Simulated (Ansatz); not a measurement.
Si23O49: several calculations on one system

### Relaxation

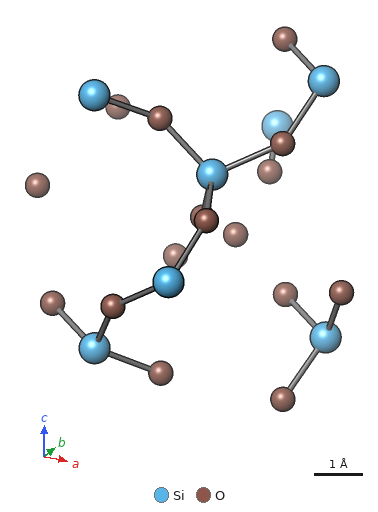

Starting structure of a defect cell of composition Si$_{23}$O$_{49}$ (cell charge +2). A ball-and-stick model of the atoms within 4.2 Å of the atom that moves most (axes of the cell of the calculation, reduced to other axes (origin shifted)), seen slightly off an axis. Lengths and directions refer to the drawn axes.

The calculation used DFT, PBEsol, PAW, plane waves (Ansatz 0.2.0).

Settings: plane-wave cutoff 420 eV; k-point mesh 1 × 1 × 1; mesh shifted by (0.25, 0.25, 0.25); no spin polarisation; atoms relaxed in a fixed cell; force threshold 0.03 eV/Å; at most 80 steps.

```xyz
72
Lattice="9.9016 0.0000 0.0000 -4.9508 8.5751 0.0000 0.0000 0.0000 10.8859" Properties=species:S:1:pos:R:3 pbc="T T T"
Si    2.3672    0.0015    1.7913
Si   -2.6083    8.5441    7.2724
Si   -0.1370    4.2423    1.7939
Si   -0.1392    4.2909    7.2839
Si    7.2773    0.0207    1.8274
Si    2.3130    8.5475    7.3030
Si    4.8294    4.2828    1.8304
Si    4.7881    4.2905    7.2463
Si   -1.1372    1.9994    3.6107
Si    8.7255    1.9801    9.0840
Si    6.2669    6.2918    3.6052
Si   -3.6245    6.3166    9.0827
Si    3.7715    2.0250    3.6149
Si    3.7829    2.0446    9.0808
Si    1.3407    6.3253    3.6392
Si    1.2588    6.3301    9.1073
Si    1.3557    2.2568   10.8764
Si   -1.1599    6.5653   10.8729
Si   -1.1614    6.5517    5.4304
Si    6.2232    2.2908   10.8837
Si    6.2652    2.2682    5.4031
Si    3.7652    6.5673   10.8448
Si    3.7725    6.5565    5.4547
O     1.2803    2.2235    5.4337
O     1.3764    1.1286    1.1699
O     1.4072    1.1057    6.6194
O    -1.0873    5.4310    1.1446
O    -1.0850    5.4481    6.6403
O     6.3116    1.1774    1.1533
O     6.3203    1.1593    6.6190
O     3.8638    5.4410    1.1524
O     3.8850    5.4577    6.5454
O     3.2743    0.6383    2.9738
O     3.3151    0.6218    8.4302
O     0.7879    4.9165    2.9679
O     0.7932    4.9182    8.4407
O     8.1877    0.6386    2.9670
O     8.1939    0.5964    8.4197
O     5.7595    4.9469    2.9791
O     5.7633    4.9581    8.4321
O     2.7356    2.5271    4.7704
O     2.7855    2.5381   10.2422
O     0.3230    6.7958    4.8031
O     0.2903    6.8273   10.2453
O     7.7269    2.5117    4.8202
O     7.7195    2.5094   10.2311
O     5.2462    6.7855    4.7884
O     5.2544    6.7986   10.2411
O     0.3146    1.7566    4.2634
O     0.3072    1.7681    9.6986
O    -2.1303    6.0893    4.2571
O    -2.1604    6.0959    9.6767
O     5.2528    1.7329    4.2701
O     5.2827    1.7617    9.7275
O     2.7887    6.0959    4.2924
O     2.7470    6.0518    9.7089
O    -1.1167    3.1228    2.4597
O    -1.0840    3.1540    7.9101
O    -3.5587    7.4619    2.4697
O    -3.6341    7.4424    7.8858
O     3.8569    3.1360    2.4605
O     3.8460    3.1197    7.9081
O     1.4229    7.4024    2.4751
O     1.3797    7.4785    7.8793
O     0.8285    3.6564    0.6539
O     0.7756    3.6697    6.0803
O    -1.6798    7.9485    0.6656
O    -1.6949    7.9403    6.0887
O     5.7512    3.6734    0.6434
O     5.7438    3.6205    6.1110
O     3.2544    7.9776    0.6338
O     3.2526    7.9674    6.1090
```

> What does the optimiser find from here?

Over 10 geometry steps the energy falls by 3.083 eV per cell of the calculation. The largest force component goes from 3.4 to 0.024 eV/Å. The atom that moves furthest is O41 (0.61 Å roughly along [2 −1 −2]). By element the largest moves are O 0.61 Å, Si 0.17 Å. The cell doesn't change. Near-neighbour distances that change, for instance: O24–O66 1.663 → 2.041 Å, O24–O41 1.628 → 2.000 Å, O24–O26 1.634 → 1.379 Å, O24–O49 1.587 → 1.380 Å. Among the angles between lasting bonds that change: O41–Si13–O53 110.1° → 93.0°, O41–Si13–O61 109.3° → 119.6°, O33–Si13–O53 106.5° → 113.0°.

After the run, drawn alike:

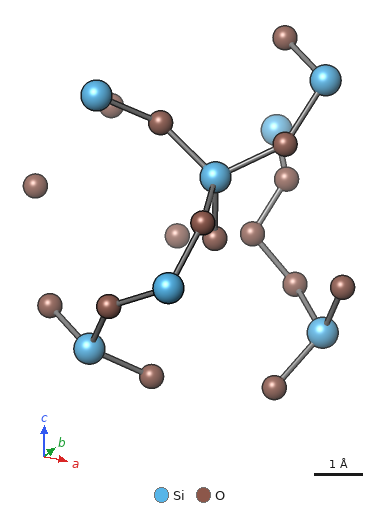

Limits of the set-up: the cell is charged, on a uniform background, and energies carry no finite-size correction.

### Relaxation

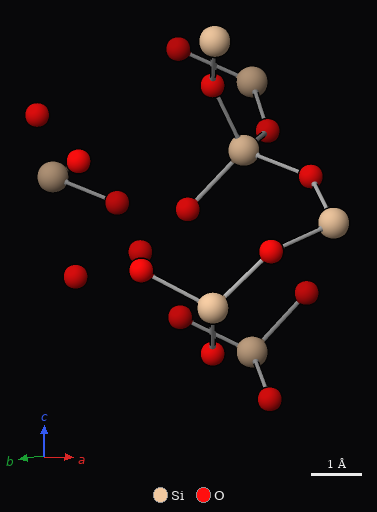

Starting structure of a defect cell of composition Si₂₃O₄₉ (cell charge −1). A ball-and-stick model of the atoms within 4.2 Å of the atom that moves most (axes of the cell of the calculation, reduced to other axes (origin shifted)), seen from a free direction. Lengths and directions refer to the drawn axes.

Method: DFT, PBEsol, PAW, plane waves (Ansatz 0.2.0).

(plane-wave cutoff 420 eV; k-point mesh 1 × 1 × 1; mesh shifted by (0.25, 0.25, 0.25); collinear spin; atoms relaxed in a fixed cell; force threshold 0.03 eV/Å; at most 80 steps)

```
CELL_PARAMETERS angstrom
9.90164 0.00000 0.00000
-4.95082 8.57507 0.00000
0.00000 0.00000 10.88588
ATOMIC_POSITIONS crystal
Si 0.23916 0.00017 0.16455
Si 0.23478 0.99639 0.66806
Si 0.23353 0.49472 0.16479
Si 0.23614 0.50039 0.66912
Si 0.73617 0.00242 0.16787
Si 0.73199 0.99678 0.67087
Si 0.73746 0.49945 0.16815
Si 0.73374 0.50035 0.66566
Si 0.00173 0.23316 0.33168
Si 0.99668 0.23092 0.83447
Si 0.99978 0.73373 0.33119
Si 0.00226 0.73662 0.83436
Si 0.49897 0.23615 0.33207
Si 0.50126 0.23844 0.83419
Si 0.50423 0.73764 0.33431
Si 0.49623 0.73820 0.83662
Si 0.26851 0.26318 0.99913
Si 0.26567 0.76562 0.99881
Si 0.26472 0.76404 0.49885
Si 0.76207 0.26714 0.99980
Si 0.76500 0.26451 0.49634
Si 0.76319 0.76586 0.99623
Si 0.76329 0.76460 0.50108
O 0.25894 0.25930 0.49915
O 0.20481 0.13162 0.10746
O 0.20659 0.12895 0.60807
O 0.20686 0.63334 0.10515
O 0.20809 0.63535 0.60999
O 0.70609 0.13731 0.10595
O 0.70591 0.13519 0.60803
O 0.70747 0.63451 0.10586
O 0.71059 0.63646 0.60127
O 0.36790 0.07444 0.27318
O 0.37106 0.07251 0.77441
O 0.36624 0.57335 0.27264
O 0.36688 0.57355 0.77538
O 0.86413 0.07447 0.27256
O 0.86231 0.06955 0.77345
O 0.87012 0.57689 0.27367
O 0.87115 0.57820 0.77459
O 0.42363 0.29470 0.43822
O 0.42931 0.29599 0.94087
O 0.42887 0.79250 0.44122
O 0.42741 0.79618 0.94116
O 0.92682 0.29291 0.44279
O 0.92594 0.29264 0.93985
O 0.92548 0.79131 0.43987
O 0.92707 0.79283 0.94077
O 0.13420 0.20485 0.39164
O 0.13412 0.20619 0.89093
O 0.13992 0.71012 0.39107
O 0.13725 0.71088 0.88892
O 0.63154 0.20209 0.39226
O 0.63624 0.20545 0.89358
O 0.63709 0.71088 0.39431
O 0.63030 0.70574 0.89188
O 0.06931 0.36417 0.22595
O 0.07442 0.36781 0.72664
O 0.07569 0.87018 0.22687
O 0.06694 0.86791 0.72441
O 0.57237 0.36571 0.22602
O 0.57033 0.36382 0.72646
O 0.57532 0.86325 0.22737
O 0.57540 0.87212 0.72381
O 0.29687 0.42639 0.06006
O 0.29230 0.42795 0.55855
O 0.29382 0.92693 0.06115
O 0.29181 0.92597 0.55932
O 0.79503 0.42838 0.05911
O 0.79120 0.42222 0.56137
O 0.79383 0.93033 0.05822
O 0.79306 0.92913 0.56118
```

> Predict the outcome.

O41 moves most: 0.72 Å along [1 −3 −2]. By element the largest moves are O 0.72 Å, Si 0.22 Å. The cell doesn't change. Among the contacts that change: O24–O41 1.628 → 2.314 Å, O24–O66 1.663 → 2.312 Å, O24–O26 1.634 → 1.432 Å, O24–O49 1.587 → 1.431 Å. Bond angles that change, for instance: Si13–O53–Si21 141.9° → 125.3°, O41–Si13–O61 109.3° → 118.0°, O33–Si13–O61 109.1° → 102.2°. Over 23 geometry steps the energy falls by 4.467 eV per cell of the calculation. Largest force component: 3.6 eV/Å at the start, 0.027 eV/Å at the end. The forces were under the threshold at step 21, but the run went on from there. Cost: 41 s on 1 × NVIDIA GB300 Max-Q with 8 threads of Arm Neoverse-V2, peak memory 1.9 GiB.

Step by step:

```tsv
step	E − E(0), meV/atom	largest force component, eV/Å
0	0.00	3.5737
1	-23.37	2.1967
2	-42.74	1.2323
3	-49.99	0.7792
4	-52.91	0.5725
5	-53.72	0.2649
6	-54.98	0.3993
7	-55.78	0.4472
8	-56.59	0.3109
9	-57.89	0.2895
10	-58.29	0.2483
11	-58.39	0.2061
12	-58.58	0.1420
13	-58.68	0.1654
14	-59.06	0.3637
15	-59.52	0.7324
16	-60.06	0.3605
17	-60.68	0.2773
18	-60.90	0.1805
19	-61.46	0.2113
20	-61.77	0.2763
21	-62.02	0.0278
22	-62.03	0.0514
23	-62.04	0.0270
```

The end point in the same view:

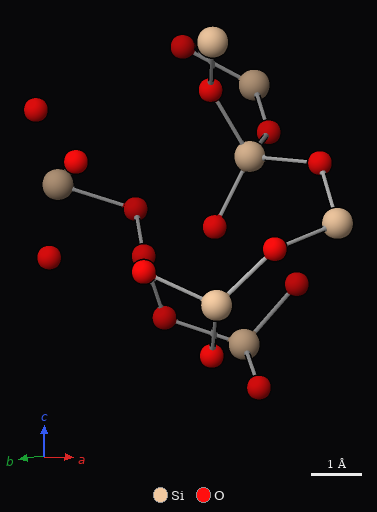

Limits of the set-up: the cell is charged, on a uniform background, and energies carry no finite-size correction.

### Defect

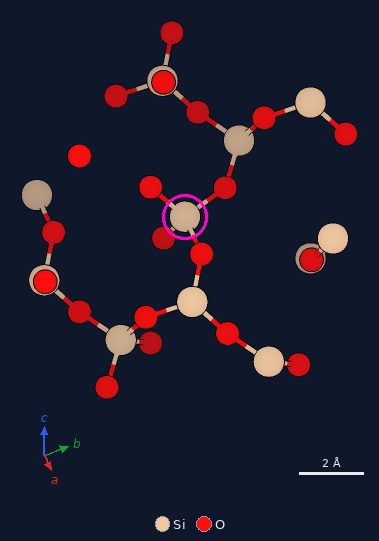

Perfect SiO2. The picture is a ball-and-stick view of the atoms within 6.0 Å of one point, in a slice 3.4 Å thick across the line of sight, seen from a free direction.

These are results of Ansatz 0.2.0, DFT, PBEsol, PAW, plane waves, not measurements. (plane-wave cutoff 420 eV; k-point mesh 1 × 1 × 1; mesh shifted by (0.25, 0.25, 0.25); collinear spin) Fermi-Dirac smearing of 0.01 eV. A uniform background neutralises the charged cell. The axes drawn are those of the host's conventional cell.

A silicon atom is replaced by oxygen at the ringed place, in charge state +1. The supercell has 72 sites, and the atoms are relaxed at the host's cell.

Q: Predict the relaxed surroundings of the defect.

A: In the host the Si atom has 4 O at 1.62 Å; the O atom ends with 2 O at 1.37 to 1.38 Å. Of the host's atoms, an oxygen atom moves furthest from its site, by 0.58 Å. The O atom itself moves 0.59 Å from where it was put. The cell's net moment is 1.00 μB.

The relaxed defect, seen from the same direction:

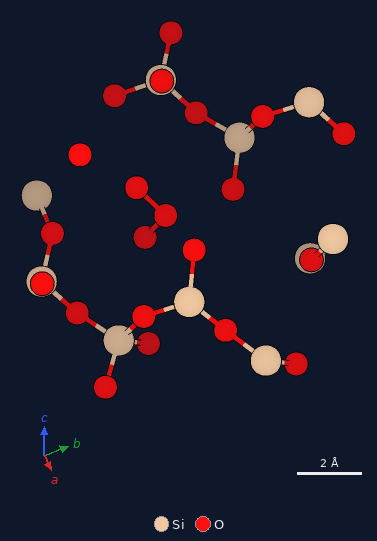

Limits of the set-up: the cell is charged, on a uniform background, and energies carry no finite-size correction.

### Defect

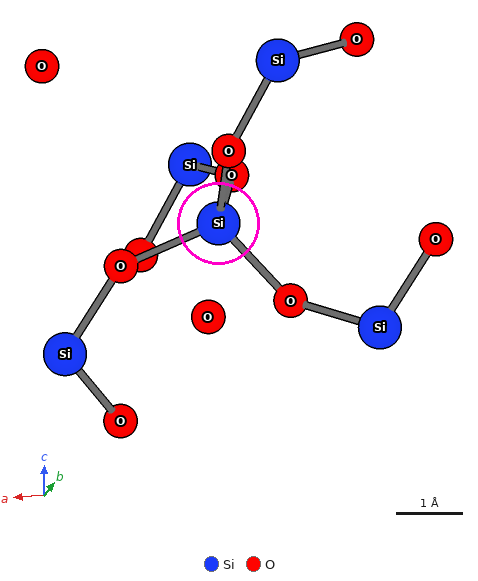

Perfect SiO$_{2}$. Style: ball-and-stick. Shown: the atoms within 3.8 Å of one point, from a free direction.

All numbers below come from DFT, PBEsol, PAW, plane waves in Ansatz. Set-up: plane-wave cutoff 420 eV; k-point mesh 1 × 1 × 1; mesh shifted by (0.25, 0.25, 0.25); collinear spin. Fermi-Dirac smearing of 0.01 eV. A uniform background neutralises the charged cell. The axes drawn are those of the host's conventional cell.

A silicon atom is replaced by oxygen at the ringed place, in charge state +3. The supercell has 72 sites, and the atoms are relaxed at the host's cell.

> How do the neighbours respond?

In the host the Si atom has 4 O at 1.62 Å; the O atom ends with 2 O at 1.35 Å. Of the host's atoms, an oxygen atom moves furthest from its site, by 0.70 Å. The O atom itself moves 0.73 Å from where it was put. The cell's net moment is 3.00 μB.

The relaxed defect, seen from the same direction:

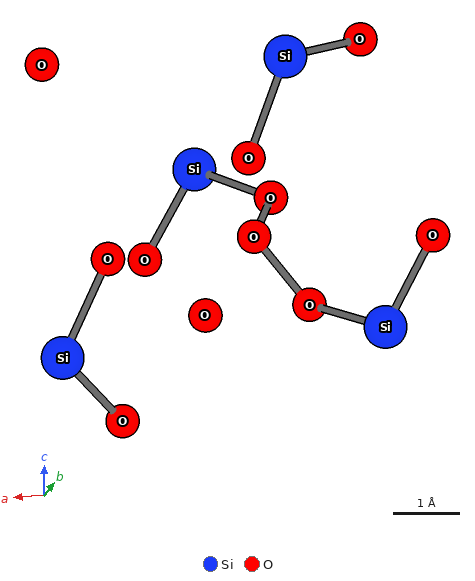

Limits of the set-up: the cell is charged, on a uniform background, and energies carry no finite-size correction.
